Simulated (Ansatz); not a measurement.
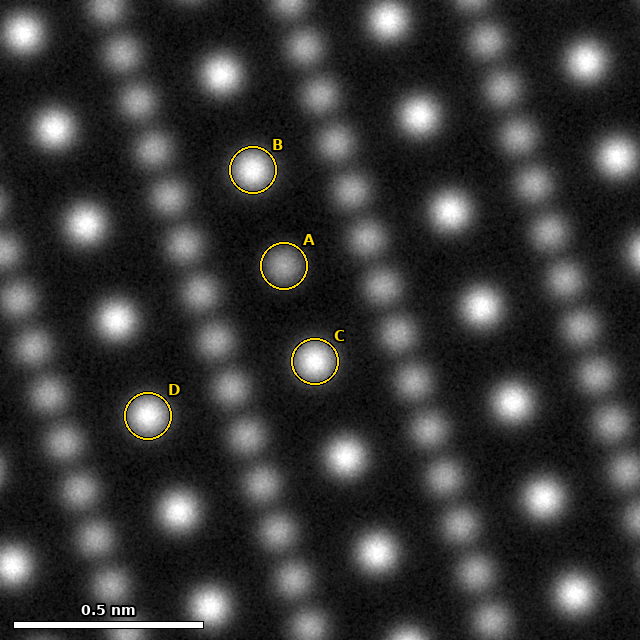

Dark-field STEM-like image of W (P6/mmm, No. 191) along [100]. The image is simulated as a sum over atoms of Z^1.6, blurred by a 0.72 Å probe (no channelling). The probe carries 25 % of its weight in a tail 2.5 times as wide. The display is stretched by a gamma of 0.65; percentages refer to the linear signal. Shot noise was added.

The sample is 1 repeat (5.4 Å) thick. One point defect was put into the perfect crystal, without relaxing the atoms around it. Brightness is counted from the darkest point of the image. Host structure: coordinates from a relaxation with Ansatz, DFT PBE, scalar-relativistic, plane waves, PAW; the starting structure was generated, so it need not be a known form of this composition.

Question: Which ringed column holds the defect, and does it scatter more or less than its equals?

Answer: A; it scatters less. The column holds 2 atoms (W) through the sample, and one W atom is missing, so its peak drops to about 50 % of that of its equals.
